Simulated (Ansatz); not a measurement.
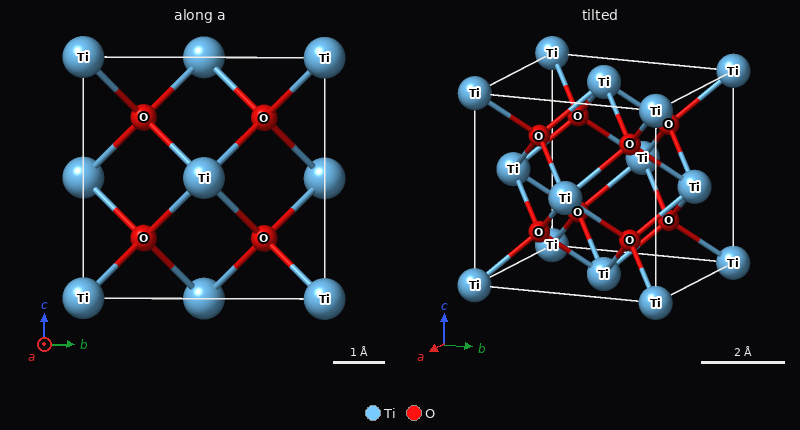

Ball-and-stick drawing of the structure, looking along the a axis and slightly off an axis. Lines trace the edges of the drawn cell (a repeat of the simulation cell).

TiO$_{2}$, a = 4.79 Å, b = 4.79 Å, c = 4.79 Å, α = 90.19°, β = 90.19°, γ = 90.19°.

Level of theory and settings: DFT, HSE06, plane waves, PAW (Ansatz), a 420 eV plane-wave basis, k-points about 0.38 Å⁻¹ apart, no spin polarisation.

Is it conducting or gapped at this level?

Answer. A semiconductor at this level, with a gap of 2.64 eV, indirect; the smallest direct gap is 3.37 eV.

Which way would the volume go on relaxing?

Answer. The computed pressure is -2.6 GPa (stretched: it would shrink).

Origin of the cell: a structure type filled with these elements by a generator (whether the compound takes this form wasn't checked). The cell was then strained or its atoms displaced on purpose. Ansatz was used for an electronic-structure calculation on it.
